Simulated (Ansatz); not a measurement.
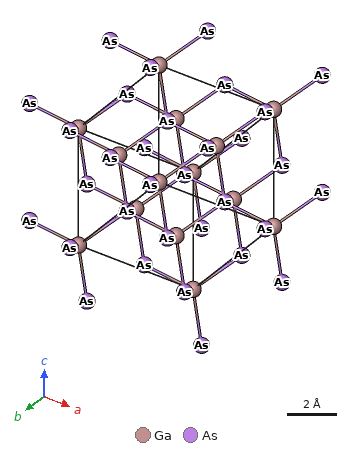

Crystalline GaAs (set up in F-43m), before the relaxation. A ball-and-stick model of the conventional cell (4 times the calculation's cell), seen from a free direction. Lengths and directions refer to the drawn axes.

Computed with DFT PBEsol, scalar-relativistic, plane waves, PAW in Ansatz.

Input
```yaml
crystal:
  lattice:
    - [0.0, 2.8750910496, 2.8750910496]
    - [2.8750910496, 0.0, 2.8750910496]
    - [2.8750910496, 2.8750910496, 0.0]
  atoms:
    - { symbol: Ga, position: [0.0, 0.0, 0.0] }
    - { symbol: As, position: [0.25, 0.25, 0.25] }
basis:
  ecutwfc: 420
kpoints:
  mp_grid: { grid: [10, 10, 10] }
hamiltonian:
  xc: pbesol
scf:
  occupations: { method: gaussian, width: 0.01 }
output:
  forces: true
  stress: true
  eigenvalues: true
relax:
  adjacent_minimum: "off"
  f_tol: 0.005
  max_steps: 80
  cell: { stress_tol: 0.05 }
```

Launched with:
```bash
ansatz run input.yaml --threads 1 --pin off --max-ram 2560MiB --backend cpu --events-out ev --progress --plain --runs-dir out
```

Question: Predict the outcome.

Answer: The energy falls by 10.8 meV per atom in 2 accepted moves (3 points after the start). All forces vanish by symmetry, so only the cell relaxes. Pressure: −2.97 GPa at the start and 0.04 GPa at the end. At 1 point the geometry stayed and the basis and grid were re-selected for the new cell (energy shift of 0.2 meV per atom at most each time). No atom moves by more than 0.005 Å relative to the cell. The volume changes by −4.7 %, with a = b = c 5.750 → 5.658 Å (−1.6 %). Some distances before and after: Ga1–As2 2.490 → 2.450 Å. The space group stays F-43m (No. 216). The run took 19 s on 1 thread of Arm Neoverse V1, with other jobs on the host, peak memory 0.37 GiB.

Step by step:

```csv
step,"E − E(0), meV/atom","pressure, GPa","volume, Å³/atom",note
0,0.00,-2.97,23.766,
1,-10.76,-0.44,22.800,
2,-10.99,0.04,22.641,
3,-10.79,0.04,22.641,"same geometry, new basis"
```

After the run, drawn alike:

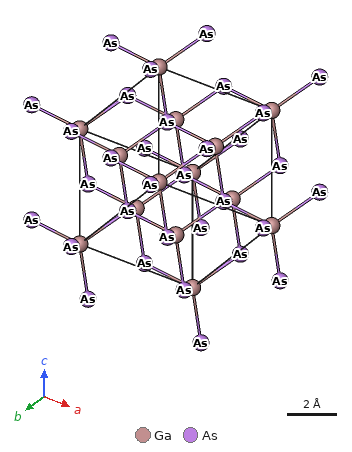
